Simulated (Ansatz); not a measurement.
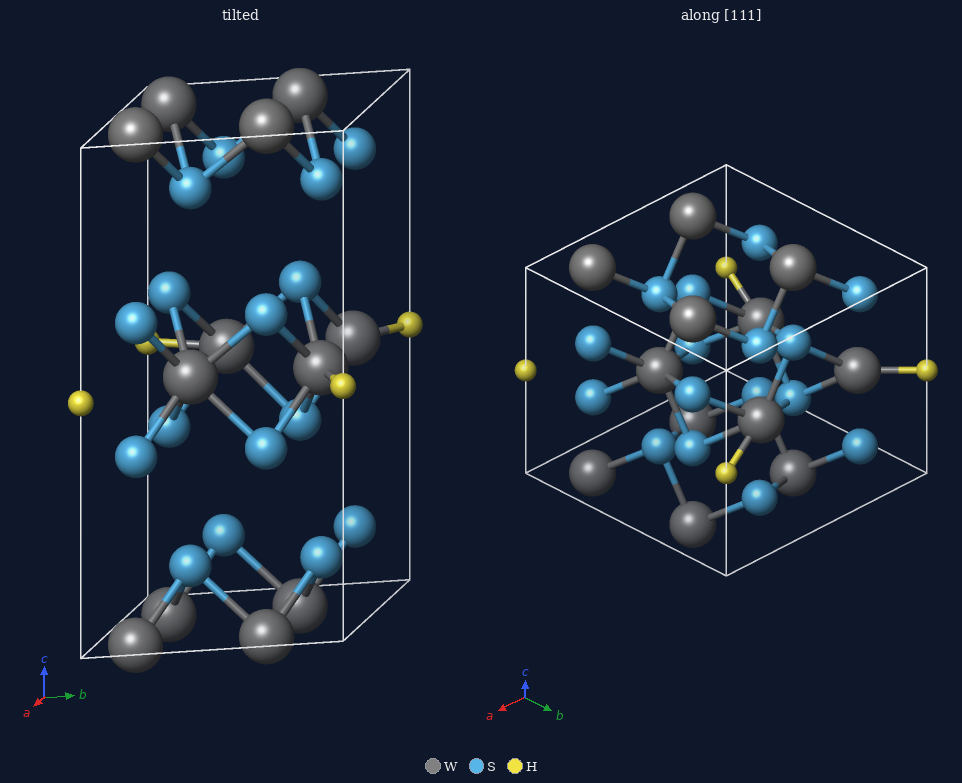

The crystal in a ball-and-stick representation, seen slightly off an axis and along [111]. The frame is the simulation cell; atoms at its boundary are shown with their periodic copies. Cell: a = 6.308 Å, b = 6.308 Å, c = 12.145 Å, α = 90.00°, β = 90.00°, γ = 120.00°.

What structure is drawn here?

Its composition is HW8S16. Within 0.01 Å the space group is P-6m2 (No. 187), primitive hexagonal. With Z = 1, the cell contains 1 H, 8 W, 16 S. The coordination shell of S holds three W in a trigonal pyramidal arrangement at about 2.4 to 2.5 Å. The coordination shell of H holds three W in a trigonal planar arrangement at about 1.9 Å. Not all metal-metal contacts are counted. The bonds build HW4S8 and WS2 layers parallel to (001).

Origin of the cell: a structure listed in the Materials Project, repeated into a supercell with a point defect put in. The atoms were relaxed in a fixed cell with DFT PBE+D3(BJ), scalar-relativistic, plane waves, PAW (Ansatz).
